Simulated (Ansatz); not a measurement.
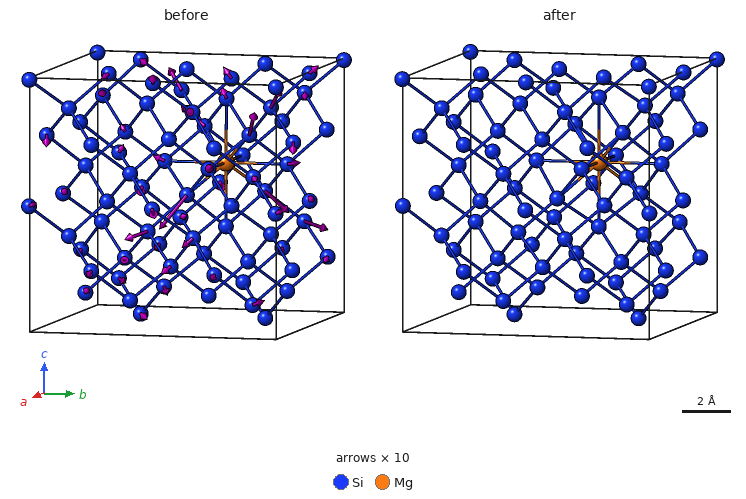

The structure of a defect cell of composition Si64Mg (cell charge +1) before (left) and after (right) a relaxation, at one scale. The purple arrows give the displacements, 10 times their true length.

A ball-and-stick model of the cell of the calculation (origin shifted), seen slightly off an axis.

The atoms of the start lie slightly off their symmetric places, so part of the fall in energy undoes that.

These are results of DFT, PBEsol, PAW, plane waves (Ansatz 0.2.0), not measurements. (plane-wave cutoff 420 eV; k-point mesh 1 × 1 × 1; mesh shifted by (0.25, 0.25, 0.25); collinear spin; atoms relaxed in a fixed cell; force threshold 0.03 eV/Å; at most 80 steps)

Summarise the run.

Answer. The atom that moves furthest is a Si atom (0.19 Å along [1 −2 −3]). By element the largest moves are Si 0.19 Å, Mg 0.04 Å. The cell stays as it was. Among the contacts that change: Mg–Si 2.299 → 2.500 Å, Si–Si 2.259 → 2.440 Å, Mg–Si 2.347 → 2.506 Å, Si–Si 2.301 → 2.437 Å. Among the angles between lasting bonds that change: Si–Si–Si 106.9° → 114.6°, Si–Si–Si 105.8° → 112.3°, Si–Si–Si 108.8° → 114.6°. After 3 geometry steps the energy has fallen by 1.516 eV per cell of the calculation. The largest force component goes from 2.7 to 0.012 eV/Å.

Limits of the set-up: the cell is charged, on a uniform background, and energies carry no finite-size correction.
